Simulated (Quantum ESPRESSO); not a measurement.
The calculation's input:

```
&CONTROL
  calculation = 'scf'
  prefix = 'pwscf'
  outdir = './tmp'
  pseudo_dir = './pseudo'
  tprnfor = .true.
  disk_io = 'low'
/
&SYSTEM
  ibrav = 0
  celldm(1) = 8
  nat = 4
  ntyp = 2
  ecutwfc = 75
  nbnd = 45
  input_dft = 'pbesol'
  occupations = 'smearing'
  smearing = 'fd'
  degauss = 0.00367493
/
&ELECTRONS
  conv_thr = 4d-09
  electron_maxstep = 150
  mixing_beta = 0.3
  mixing_mode = 'local-TF'
/
ATOMIC_SPECIES
W    183.8400 W_ONCV_PBE-1.2.upf
Se    78.9710 Se_ONCV_PBE-1.2.upf
CELL_PARAMETERS alat
  0.7837491686898  -0.0000000000000   0.0000000000000
 -0.3918745843382   0.6787466902900   0.0000000000000
  0.0000000000000   0.0000000000000   7.4781523485247
ATOMIC_POSITIONS crystal
W      0.0000000000    0.0000000000    0.2369058772
Se     0.3333333300    0.6666666600    0.2894123711
Se     0.3333333300    0.6666666600    0.7105876289
W      0.0000000000    0.0000000000    0.7630941228
K_POINTS automatic
4 4 1 0 0 0
```

Launched as:

```sh
OMP_NUM_THREADS=1 mpirun -n 2 pw.x -in pw.in > pw.out
OMP_NUM_THREADS=1 mpirun -n 1 pp.x -in pp_density.in > pp_density.out
OMP_NUM_THREADS=1 mpirun -n 1 pp.x -in pp_potential.in > pp_potential.out
OMP_NUM_THREADS=1 mpirun -n 1 pp.x -in pp_elf.in > pp_elf.out
```

Not relaxed (largest force 0.7 eV/Å).

Computed with Quantum ESPRESSO 7.5, Kohn-Sham DFT of a periodic cell, PBEsol, SG15 PBE 1.2.

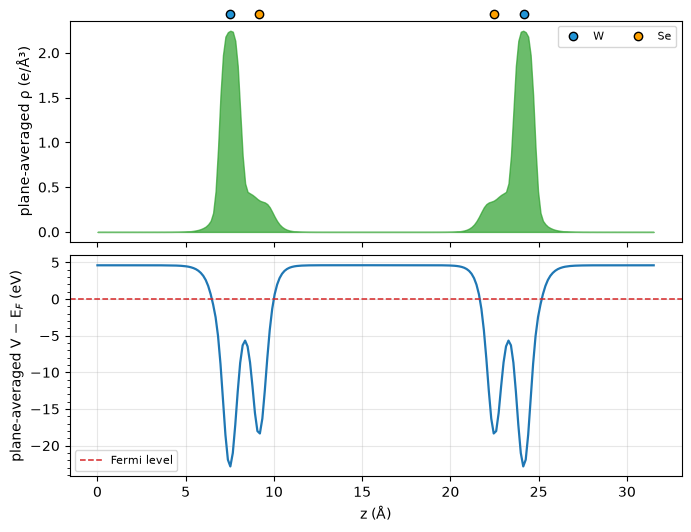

WSe (slab). Plane average of the electrostatic potential energy of an electron and of the valence charge density (pseudo) across the slab. Circles mark the heights of the atoms.

The density is the valence pseudo-density of a pseudopotential calculation; it isn't the true density close to the nuclei.

How far above the Fermi level of the calculation is the vacuum level?

4.6 eV. The slab has a gap, so the Fermi level lies inside it and this isn't a work function in the metallic sense.

What are the slab's thickness and the vacuum gap?

The outermost nuclei are 16.7 Å apart, in 4 atomic planes; the vacuum between periodic images is 15.0 Å wide.
